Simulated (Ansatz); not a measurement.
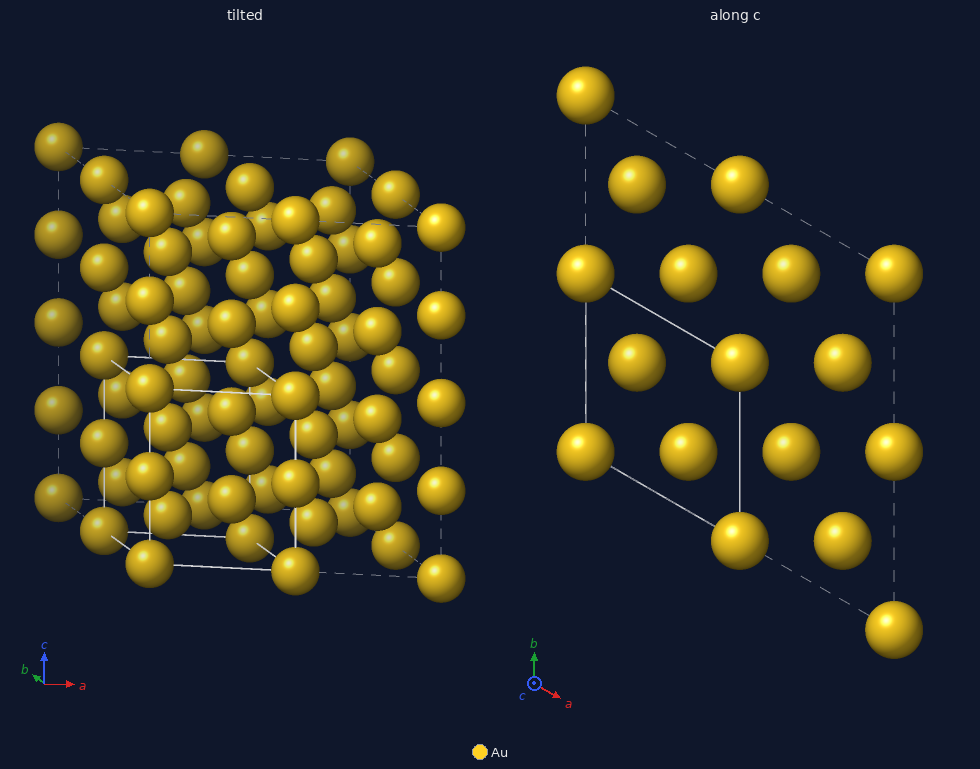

Shown here is a spheres-only view of the crystal, taken slightly off an axis and along the c axis. The drawing covers 2×2×2 cells, and the solid lines enclose one unit cell.

What structure is drawn here?

The element is gold. Strictly the space group is R-3m (No. 166, within 0.01 Å). It is a distorted form of a body-centred cubic structure, space group Im-3m (No. 229) within 0.25 Å: body-centred cubic (W type). The cell holds six atoms. Au is coordinated by eight Au in a cubic arrangement.

The initial geometry was a structure listed in the Materials Project, with elements exchanged, so it need not be a known form of the compound. It is drawn as it came out of a relaxation with Ansatz, DFT r2SCAN, scalar-relativistic, plane waves, PAW.
